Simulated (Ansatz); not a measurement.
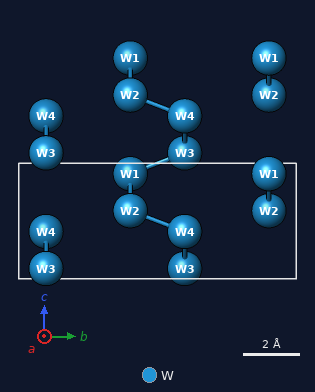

Solid W (built on the black phosphorus_64 type) (coarse preliminary run), before the relaxation. The picture is a ball-and-stick view of the conventional cell (2 times the calculation's cell), repeated 1 × 1 × 2 with one cell outlined, seen along the a axis. Lengths and directions refer to the drawn axes.

Case: black phosphorus type (Cmce, No. 64).

Level of theory: DFT r2SCAN, scalar-relativistic, plane waves, PAW in Ansatz 0.2.0.

Input file:
```yaml
crystal:
  lattice:
    - [1.5833182685, -5.0226108215, 0.0]
    - [1.5833182685, 5.0226108215, 0.0]
    - [0.0, 0.0, 4.1902924568]
  atoms:
    - { symbol: W, position: [0.098, 0.902, 0.91] }
    - { symbol: W, position: [0.598, 0.402, 0.59] }
    - { symbol: W, position: [0.902, 0.098, 0.09] }
    - { symbol: W, position: [0.402, 0.598, 0.41] }
basis:
  ecutwfc: 500
kpoints:
  mp_grid: { grid: [6, 6, 4] }
hamiltonian:
  xc: r2scan
scf:
  occupations: { method: gaussian, width: 0.1 }
  lower_state_search: "off"
output:
  forces: true
  stress: true
  eigenvalues: true
relax:
  adjacent_minimum: "off"
  f_tol: 0.04
  max_steps: 70
  cell: { stress_tol: 0.4 }
```

> Predict the outcome.

After 6 accepted moves (8 points after the start) the energy has fallen by 4454 meV per atom. Largest force component: 13 eV/Å at the start, 0.0098 eV/Å at the end. Pressure: 118.12 GPa at the start and 0.05 GPa at the end. The line search rejected the trial step at point 5 of the run. The SCF was repeated once at an unchanged geometry on a basis and grid sized afresh for the cell, which shifted the energy by 0.1 meV per atom at most. The largest moves relative to the cell, 0.52 Å, are those of W1, W2, W3 and W4. W3 goes along [0 1 −3]. The volume changes by +0.5 %, with a 3.167 → 3.077 Å (−2.8 %), b 10.045 → 9.932 Å (−1.1 %), c 4.190 → 4.384 Å (+4.6 %). Some distances before and after: W1–W3 3.522 → 2.791 Å, W1–W2 2.075 → 2.678 Å, W1–W2 (another image) 3.260 → 2.678 Å, W1–W3 (another image) 2.108 → 2.638 Å. New bonds form: W1–W2 (3.26 → 2.68 Å), W1–W3 (3.52 → 2.79 Å), W2–W4 (3.52 → 2.79 Å), W3–W4 (3.26 → 2.68 Å). Among the angles between lasting bonds that change: W2–W1–W2 99.5° → 70.1°, W2–W1–W3 103.4° → 90.0°. The space group (tolerance 0.01 Å) goes from Cmce (No. 64) to Fmmm (No. 69).

Step by step:

| step | E − E(0), meV/atom | largest force component, eV/Å | pressure, GPa | volume, Å³/atom | note |
| --- | --- | --- | --- | --- | --- |
| 0 | 0.00 | 13.2897 | 118.12 | 16.661 |  |
| 1 | -3281.50 | 5.9570 | 22.99 | 18.304 |  |
| 2 | -4259.22 | 1.9374 | -2.17 | 17.460 |  |
| 3 | -4420.08 | 0.5261 | 12.28 | 16.104 |  |
| 4 | -4440.04 | 0.1612 | -2.63 | 16.896 |  |
| 5 | -4439.93 | 0.0959 | 0.26 | 16.785 | rejected |
| 6 | -4453.35 | 0.0040 | -0.47 | 16.778 |  |
| 7 | -4453.47 | 0.0096 | 0.05 | 16.747 |  |
| 8 | -4453.55 | 0.0098 | 0.05 | 16.747 | same geometry, new basis |

Final geometry:

```
CELL_PARAMETERS angstrom
1.53859 -4.96602 0.00000
1.53859 4.96602 0.00000
0.00000 0.00000 4.38370
ATOMIC_POSITIONS crystal
W 0.13278 0.86722 0.99999
W 0.63278 0.36722 0.50001
W 0.86722 0.13278 0.00001
W 0.36722 0.63278 0.49999
```

The end point in the same view:

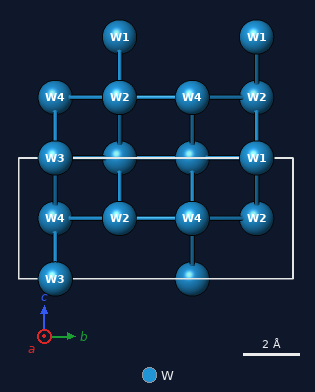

Limits of the set-up: the k-point mesh is coarse for a cell with partly filled bands.
